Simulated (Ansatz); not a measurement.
A periodic structure is given below.

```cif
data_structure
_symmetry_space_group_name_H-M 'C m m 2'
_symmetry_Int_Tables_number 35
_cell_length_a 6.3182
_cell_length_b 6.3182
_cell_length_c 13.4353
_cell_angle_alpha 90.000
_cell_angle_beta 90.000
_cell_angle_gamma 90.000
_cell_volume 536.33
loop_
_atom_site_label
_atom_site_type_symbol
_atom_site_symmetry_multiplicity
_atom_site_Wyckoff_symbol
_atom_site_fract_x
_atom_site_fract_y
_atom_site_fract_z
_atom_site_occupancy
Al1 Al 2 a 0.00000 0.00000 0.70867 1
Al2 Al 2 a 0.00000 0.00000 0.37614 1
Ga1 Ga 4 c 0.25000 0.25000 0.20987 1
Ga2 Ga 4 c 0.25000 0.25000 0.54240 1
Ga3 Ga 2 b 0.00000 0.50000 0.70867 1
Ga4 Ga 2 b 0.00000 0.50000 0.37614 1
N1 N 4 d 0.74497 0.50000 0.29468 1
N2 N 4 d 0.74497 0.50000 0.62721 1
N3 N 4 e 0.00000 0.24497 0.79013 1
N4 N 4 e 0.00000 0.24497 0.45760 1
```

> Summarise the structure in words.

Its composition is AlGa$_{3}$N$_{4}$. It has 16 atoms to the cell (2 Al, 6 Ga, 8 N). Around each Al lie four N in a tetrahedral arrangement at 1.90 Å. The numbers of neighbours within bonding distance are Ga 2 to 4 (mean 3.3) and N 2 to 4 (mean 3.5). The bonds build AlGa3N4 layers parallel to (001).

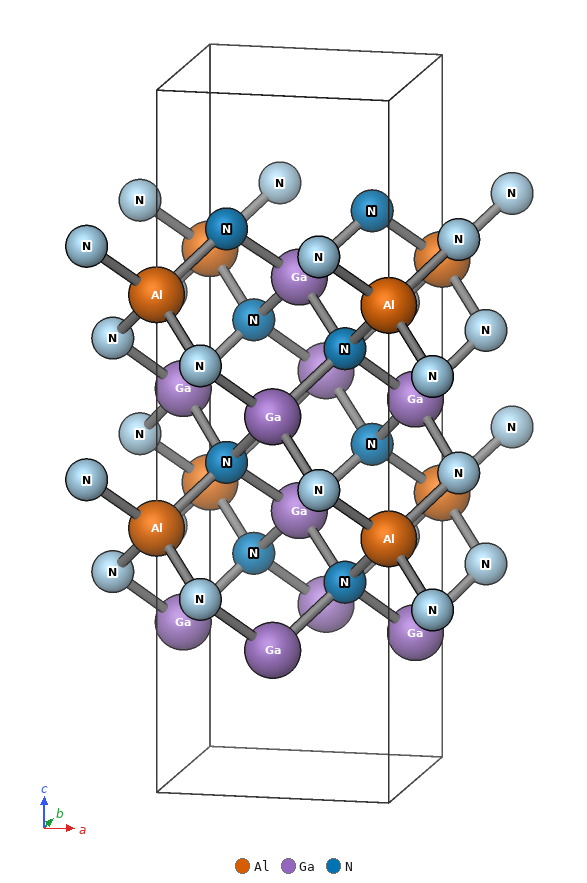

A ball-and-stick rendering, viewed slightly off an axis. Thin lines show the simulation cell, with boundary atoms drawn in all their periodic places. Bonds that leave the box are completed with the atoms at their other ends, in fainter colours.

Its origin is a structure listed in the Materials Project. The cell was then strained or its atoms displaced on purpose. It was the input of a calculation with Ansatz.

At this level of theory the run's own cell isn't at rest (forces up to 2.2 eV/Å), so its distances can differ from those at equilibrium, the more so the softer the solid.
